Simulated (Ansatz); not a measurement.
Read the following structure.

```xyz
9
Lattice="3.0488 0.0000 0.0000 -1.5244 2.6403 0.0000 0.0000 0.0000 18.2895" Properties=species:S:1:pos:R:3 pbc="T T T"
Mo    0.0000    0.0000    0.0045
S     0.0000    1.7602    4.5114
S     1.5244    0.8801    1.5928
Mo    1.5244    0.8801    6.1010
S     0.0000    0.0000   10.6079
S     0.0000    1.7602    7.6893
Mo    0.0000    1.7602   12.1975
S     1.5244    0.8801   16.7044
S     0.0000    0.0000   13.7858
```

Say what kind of structure these coordinates give.

Formula: MoS2. It takes space group R3m (No. 160) on a rhombohedral (trigonal R) lattice. Counting shared atoms by their share gives 3 Mo, 6 S, or 9 atoms. The neighbours of Mo are six S in a trigonal prismatic arrangement at 2.37 Å. The neighbours of S are three Mo in a trigonal pyramidal arrangement at 2.37 Å. Not all metal-metal contacts are counted. The bonds build MoS2 layers parallel to (001).

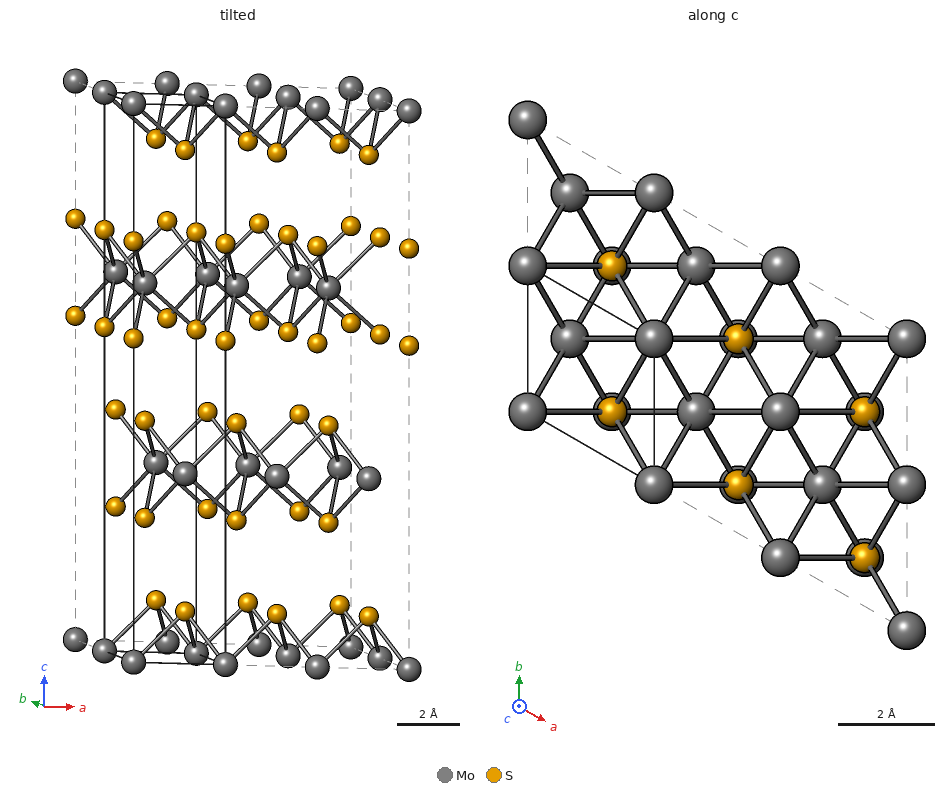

A ball-and-stick rendering, viewed slightly off an axis and along the c axis. The structure is repeated 3×2×1 times; solid lines mark one conventional unit cell.

The initial geometry was a structure listed in the Materials Project. The cell was then strained or its atoms displaced on purpose. An electronic-structure calculation with Ansatz was run on it.

At this level of theory the cell isn't at rest (compressed, at 7 GPa), so its distances can differ from those at equilibrium, the more so the softer the solid.
